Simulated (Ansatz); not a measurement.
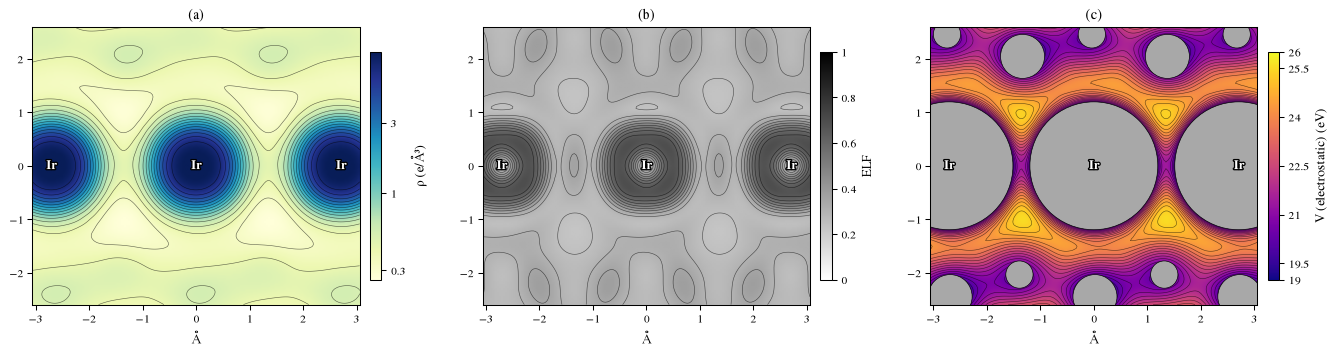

Figure. Ir (interface cell). (a) valence electron density; (b) ELF; (c) electrostatic potential (local pseudopotential plus Hartree) felt by an electron on the (001) plane of the calculation cell. Grey discs cover the atomic cores in the potential map.

Computed pressure about −2 GPa in this cell; computed without spin polarisation.

These are results of DFT PBEsol, scalar-relativistic, plane waves, PAW (Ansatz 0.2.0), not measurements.

Core electrons are frozen (PAW), and the valence fields are smoothed inside the atomic spheres.

Input file:

```
crystal:
  lattice:
    - [2.7084020135, 0.0, 0.0]
    - [-1.3542010068, 4.4913766301, 0.0]
    - [0.0, 0.0, 25.7070629762]
  atoms:
    - { symbol: Ir, position: [0.1818181818, 0.3636363636, 0.0898032628] }
    - { symbol: Ir, position: [0.3636363636, 0.7272727273, 0.224575543] }
    - { symbol: Ir, position: [0.4545454545, 0.9090909091, 0.0448791693] }
    - { symbol: Ir, position: [0.0909090909, 0.1818181818, 0.2694996365] }
    - { symbol: Ir, position: [0.2727272727, 0.5454545455, 0.4042719168] }
    - { symbol: Ir, position: [0.6363636364, 0.2727272727, 0.1796514496] }
    - { symbol: Ir, position: [0.8181818182, 0.6363636364, 0.3144237299] }
    - { symbol: Ir, position: [0.9090909091, 0.8181818182, 0.1347273562] }
    - { symbol: Ir, position: [0.5454545455, 0.0909090909, 0.3593478233] }
    - { symbol: Ir, position: [0.0, 0.0, 0.4491960102] }
    - { symbol: Ir, position: [0.9772727273, 0.4545454545, 0.4970825139] }
    - { symbol: Ir, position: [0.6818181818, 0.3636363636, 0.904361765] }
    - { symbol: Ir, position: [0.8636363636, 0.7272727273, 0.7695894847] }
    - { symbol: Ir, position: [0.9545454545, 0.9090909091, 0.9492858584] }
    - { symbol: Ir, position: [0.5909090909, 0.1818181818, 0.7246653912] }
    - { symbol: Ir, position: [0.7727272727, 0.5454545455, 0.589893111] }
    - { symbol: Ir, position: [0.1363636364, 0.2727272727, 0.8145135781] }
    - { symbol: Ir, position: [0.3181818182, 0.6363636364, 0.6797412978] }
    - { symbol: Ir, position: [0.4090909091, 0.8181818182, 0.8594376715] }
    - { symbol: Ir, position: [0.0454545455, 0.0909090909, 0.6348172044] }
    - { symbol: Ir, position: [0.5, 0.0, 0.5449690175] }
basis:
  ecutwfc: 420
kpoints:
  mp_grid: { grid: [14, 14, 2] }
hamiltonian:
  xc: pbesol
scf:
  occupations: { method: gaussian, width: 0.1 }
output:
  forces: true
  stress: true
  eigenvalues: true
  populations: true
  write_density: true
  write_potential: true
  elf: true
  volumetric_format: npy
relax:
  adjacent_minimum: "off"
  f_tol: 0.02
  max_steps: 60
  cell: { fix: [a, b, alpha, beta, gamma], stress_tol: 0.1 }
```

Run with:

```sh
ansatz run input.yaml --threads 4 --pin off --max-ram 11264MiB --backend cpu --events-out ev --progress --plain --runs-dir out
```

The fields are those of the run's last geometry, not of the input's.

Question: Interpret the plot.

Answer: Atoms in the plane: Ir. Ir–Ir (2.71 Å): ρ at the midpoint is about 0.45 e/Å³; the ELF is about 0.35 at the midpoint. Between the atoms the lowest density in this plane is 0.26 e/Å³. The features right at Ir lie inside the PAW spheres, where the map follows smoothed inner orbitals and isn't to be read closely. Outside the cores the potential energy rises away from the atoms and is highest about 1.6 Å from the nearest atoms; its zero is arbitrary.
